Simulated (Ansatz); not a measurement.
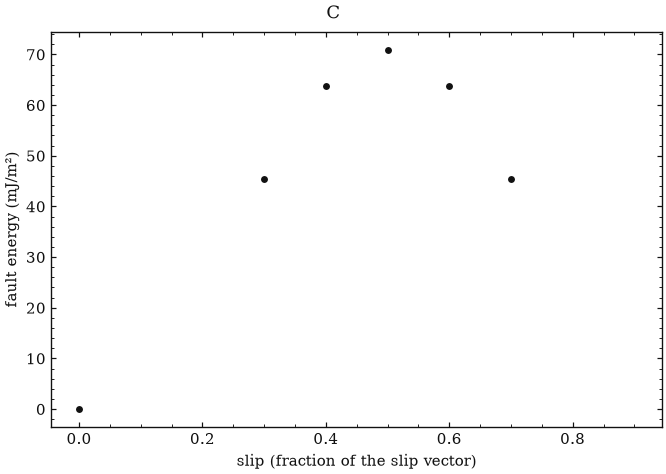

The picture above shows the fault energy against slip for C, space group Fmmm (No. 69).

The given structure:
```xyz
8
Lattice="-1.2228 2.1167 0.0000 -1.2228 -2.1167 0.0000 0.0000 0.0000 13.4706" Properties=species:S:1:pos:R:3 pbc="T T T"
C    -1.2228    1.7641    1.6838
C    -1.2228    1.7641    8.4192
C    -1.2228   -0.3527   11.7868
C    -1.2228   -0.3527    5.0515
C    -1.2228   -1.7641   11.7868
C    -1.2228   -1.7641    5.0515
C    -1.2228    0.3527    1.6838
C    -1.2228    0.3527    8.4192
```

Computed with Ansatz 0.2.0: rigid slide of a crystal across a plane by tilting cell vector c, one fault a cell, unrelaxed, by plane-wave density functional theory with PAW datasets, free energies less that of the undisturbed cell; scalar-relativistic. Level: LDA, no spin polarisation.

- wave cutoff: 420 eV
- k mesh: 22×22×4
- occupations: Gaussian
- smearing width: 0.15 eV
- k shift: (0, 0, 0) (mesh steps)
- start: relaxed
- height of the cut: 0 (fraction of cell vector c)
- slip vector: (1, 1) (multiples of cell vectors a and b)

The points at slip 0.6, 0.7, 0.8 and 0.9 follow from computed ones by symmetry.

The points at slip 0.1, 0.2, 0.8 and 0.9 are left out of the plot. What values does the calculation give there?

```
slip (fraction of the slip vector)  fault energy (mJ/m²)
                               0.1                   6.3
                               0.2                  23.5
                               0.8                  23.5
                               0.9                   6.3
```
